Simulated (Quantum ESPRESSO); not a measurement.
# SnO₂: 7 runs along one coordinate

System: SnO₂ (6 atoms in the cell).
Method: Kohn-Sham DFT of a periodic cell, LDA, GBRV 1.5 LDA, no spin polarisation (Quantum ESPRESSO 7.5).

The 7 runs differ only in the geometry, by an even scaling of the cell at fixed fractional positions. The structure derives from an entry of the Crystallography Open Database.

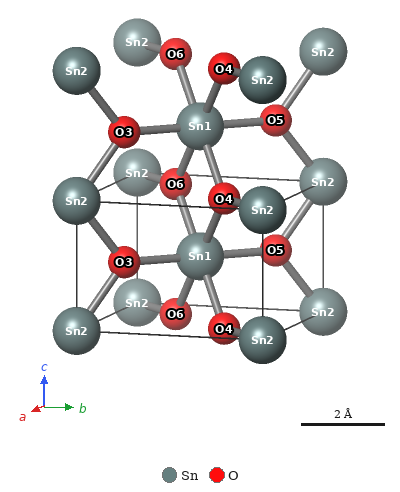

Figure 1. The structure of run 4 (ball-and-stick view of the cell of the calculation, repeated 1 × 1 × 2, seen slightly off an axis; atoms are numbered from 1 in the order of the input).

### Input of run 4
```
&CONTROL
  calculation = 'scf'
  prefix = 'pwscf'
  outdir = './tmp'
  pseudo_dir = './pseudo'
  tstress = .true.
  disk_io = 'nowf'
/
&SYSTEM
  ibrav = 0
  nat = 6
  ntyp = 2
  ecutwfc = 68
  ecutrho = 544
  nbnd = 36
  occupations = 'smearing'
  smearing = 'fd'
  degauss = 0.00367493
/
&ELECTRONS
  conv_thr = 1.2d-09
  electron_maxstep = 120
  mixing_beta = 0.5
/
ATOMIC_SPECIES
Sn   118.7100 sn_lda_v1.4.uspp.F.UPF
O     15.9990 o_lda_v1.2.uspp.F.UPF
CELL_PARAMETERS angstrom
   4.7380000000    0.0000000000    0.0000000000
   0.0000000000    4.7380000000    0.0000000000
   0.0000000000    0.0000000000    3.1865000000
ATOMIC_POSITIONS crystal
Sn     0.5000000000    0.5000000000    0.5000000000
Sn     0.0000000000    0.0000000000    0.0000000000
O      0.8071000000    0.1929000000    0.5000000000
O      0.6929000000    0.6929000000    0.0000000000
O      0.1929000000    0.8071000000    0.5000000000
O      0.3071000000    0.3071000000    0.0000000000
K_POINTS automatic
5 5 7 0 0 0
```

Command:
```bash
OMP_NUM_THREADS=1 mpirun -n 2 pw.x -nk 2 -in pw.in > pw.out
```

Run 5 differs from it as follows:
```diff
-   4.7380000000    0.0000000000    0.0000000000
-   0.0000000000    4.7380000000    0.0000000000
-   0.0000000000    0.0000000000    3.1865000000
+   4.7693783979    0.0000000000    0.0000000000
+   0.0000000000    4.7693783979    0.0000000000
+   0.0000000000    0.0000000000    3.2076032640
```

### Results, with one run withheld

| run | volume per atom (Å³) | free energy per atom, from the lowest run given (meV) | pressure (GPa) | gap on the mesh (eV) |
| --- | --- | --- | --- | --- |
| 1 | 11.207 | 33.00 | 15.38 | 1.90 |
| 2 | 11.445 | 14.18 | 9.60 | 1.64 |
| 3 | 11.684 | 3.48 | 4.47 | 1.39 |
| 4 | 11.922 | 0.00 | −0.11 | 1.15 |
| 5 | 12.161 | ? | ? | ? |
| 6 | 12.399 | 11.57 | −7.78 | 0.71 |
| 7 | 12.637 | 25.30 | −10.98 | 0.50 |

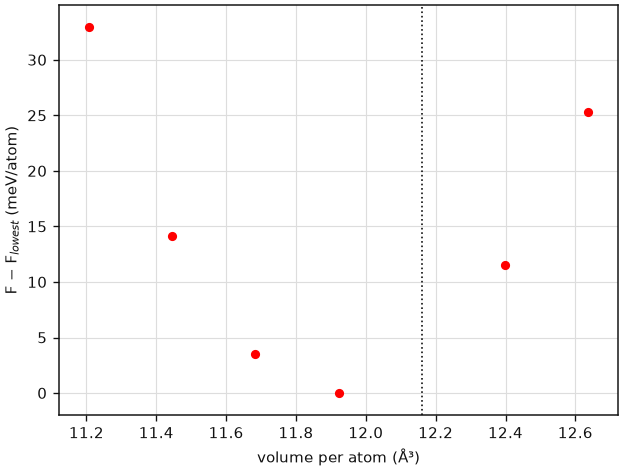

Figure 2. Free energy per atom of the runs given; the dotted line marks run 5.

Estimate the energy of run 5 from the others.

A cubic polynomial in V^(−2/3) (the Birch–Murnaghan form), fitted to the 6 runs given, misses them by at most 0.02 meV per atom. With x = V^(−2/3) − 0.19223 Å⁻², it reads F = 0.21315 + 663.01 x + 4.9314e+05 x² + 1.0826e+06 x³ (meV per atom). At run 5 it gives 2.94 meV per atom, and the run itself gives 2.93. The slope of the fit gives a pressure −dF/dV of −3.98 GPa there, and the run prints −4.17 GPa. The two needn't agree exactly: the fit is approximate, and the printed stress is taken on a finite basis. The fit has its minimum at 11.928 Å³ per atom, where V d²F/dV² gives 215 GPa. Cell shape and fractional positions are held, so this is the stiffness under even scaling; the relaxed bulk modulus wasn't computed. The gap on the mesh goes, without turning, from 1.90 eV in run 1 to 0.50 eV in run 7; run 5 has 0.92 eV. These are gaps of this functional on this mesh, which can miss the band edges; they aren't the measured gap.

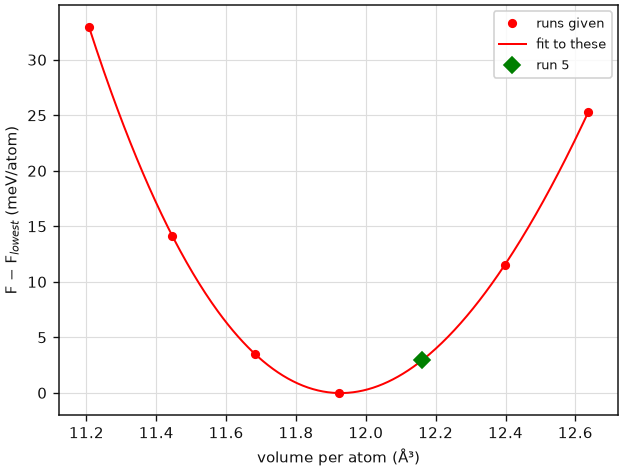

Figure 3. The fit and the withheld run.

### Some lines of the output (run 5)
```
[...]
     number of k points=    24  Fermi-Dirac smearing, width (Ry)=  0.0037
     total energy              =    -446.67560717 Ry
     total energy              =    -447.08074289 Ry
     total energy              =    -447.12943399 Ry
     total energy              =    -447.13063261 Ry
     total energy              =    -447.13088404 Ry
     total energy              =    -447.13090860 Ry
     total energy              =    -447.13091173 Ry
     total energy              =    -447.13091200 Ry
     the Fermi energy is     9.3593 ev
!    total energy              =    -447.13091200 Ry
     The total energy is F=E-TS. E is the sum of the following terms:
     Computing stress (Cartesian axis) and pressure
          total   stress  (Ry/bohr**3)                   (kbar)     P=      -41.69
```
